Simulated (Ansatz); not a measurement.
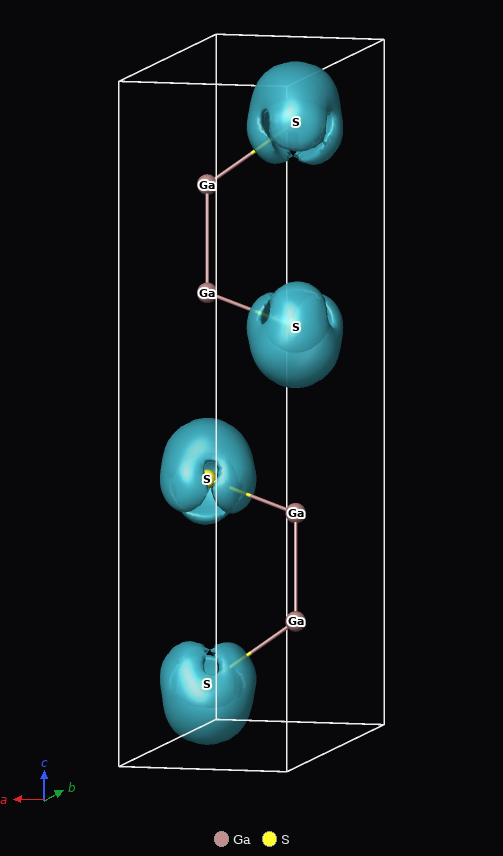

GaS. Isosurface of the ELF at 0.8 (cyan), seen at an oblique angle. Core shells and regions of very low density are left out. Sticks mark near contacts.

Space group P6₃/mmc; computed pressure about −3 GPa in this cell.

Theory: DFT, LDA, plane-wave PAW, default files, scalar-relativistic, frozen cores (Ansatz 0.2.0).

Core electrons are frozen (PAW), and the valence fields are smoothed inside the atomic spheres.

Input file:

```
crystal:
  lattice:
    - [3.585, 0.0, 0.0]
    - [-1.7925, 3.1047010726, 0.0]
    - [0.0, 0.0, 15.5]
  atoms:
    - { symbol: Ga, position: [0.3333333333, 0.6666666667, 0.1710185084] }
    - { symbol: Ga, position: [0.6666666667, 0.3333333333, 0.6710185084] }
    - { symbol: Ga, position: [0.3333333333, 0.6666666667, 0.3289814916] }
    - { symbol: Ga, position: [0.6666666667, 0.3333333333, 0.8289814916] }
    - { symbol: S, position: [0.3333333333, 0.6666666667, 0.6008026213] }
    - { symbol: S, position: [0.6666666667, 0.3333333333, 0.1008026213] }
    - { symbol: S, position: [0.3333333333, 0.6666666667, 0.8991973787] }
    - { symbol: S, position: [0.6666666667, 0.3333333333, 0.3991973787] }
kpoints:
  mp_grid: { grid: [14, 14, 3] }
scf:
  occupations: { method: fermi_dirac, width: 0.02 }
hamiltonian:
  xc: lda
  pseudopotentials: { kind: paw, frozen_core: stored }
output:
  forces: true
  stress: true
  populations: true
  efg: { quadrupole_moments_barn: { Ga: 0.107, S: -0.0694 } }
  write_density: true
  write_potential: true
  elf: true
  volumetric_format: npy
```

Launched as:

```sh
ansatz run input.yaml --threads 1 --pin off --max-ram 3072MiB --backend cpu --events-out ev --progress --plain --runs-dir out
```

Below, planes, directions and counts refer to the conventional cell (a = 3.59 Å, b = 3.59 Å, c = 15.50 Å, α = 90.00°, β = 90.00°, γ = 120.00°).

Q: Describe the localisation domains.

A: At this value the surface marks out four regions wrapped around S (the valence shell of each), counted in one cell of 8 atoms. Any copies at cell faces, edges or corners count once. Profiles from the grid: Ga–S (2.34 Å): the ELF peaks at about 0.90 in the valence shell of S, 0.8 Å from its nucleus, and is about 0.65 at the midpoint. Ga–Ga (2.45 Å): the ELF peaks at about 0.70 between the atoms.

Q: Metal or insulator at this level of theory?

A: It is gapped, with a Kohn–Sham gap of 1.4 eV on the k-point mesh (the band edges may lie off the mesh, which would make the gap smaller).
